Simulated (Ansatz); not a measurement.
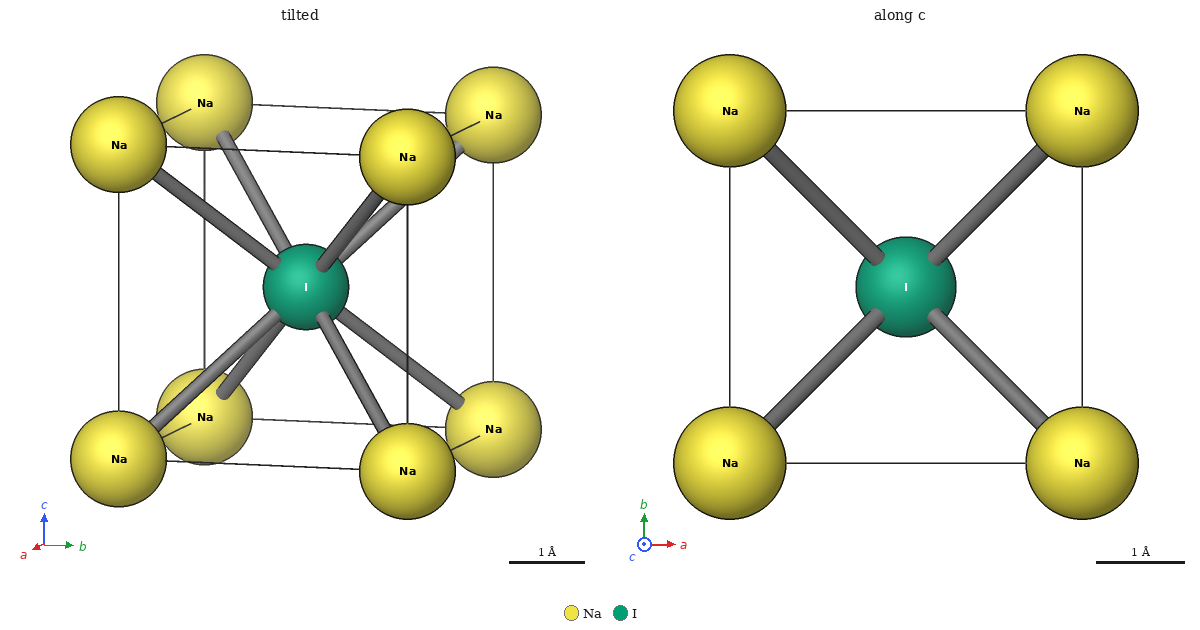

Ball-and-stick drawing of the structure, looking slightly off an axis and along the c axis. Thin lines show the conventional unit cell, with boundary atoms drawn in all their periodic places.

NaI, space group P4/mmm (No. 123), a = 4.041 Å, b = 4.041 Å, c = 4.260 Å, α = 90.00°, β = 90.00°, γ = 90.00°. Origin of the cell: a structure type filled with these elements by a generator (whether the compound takes this form wasn't checked). The cell was then strained or its atoms displaced on purpose. It went into a calculation with Ansatz.

This one geometry was computed with Ansatz (DFT, plane waves, PAW) at three levels of theory: HSE06, r2SCAN and PBE. It was relaxed with r2SCAN and then strained.

### How does the band gap change with the level of theory?

PBE: a gap of 2.07 eV, indirect; r2SCAN: a gap of 2.80 eV, indirect; HSE06: a gap of 3.00 eV, indirect.

### Collect the results in a table.

| level | cutoff (eV) | k-mesh of the run's cell | gap (eV) | pressure (GPa) |
| --- | --- | --- | --- | --- |
| HSE06 | 420 | 4×4×4 | 3.00 | -0.6 |
| r2SCAN | 500 | 6×6×6 | 2.80 | -0.8 |
| PBE | 420 | 6×6×6 | 2.07 | -0.5 |

Gaps are taken on the k-mesh or band path of each run.
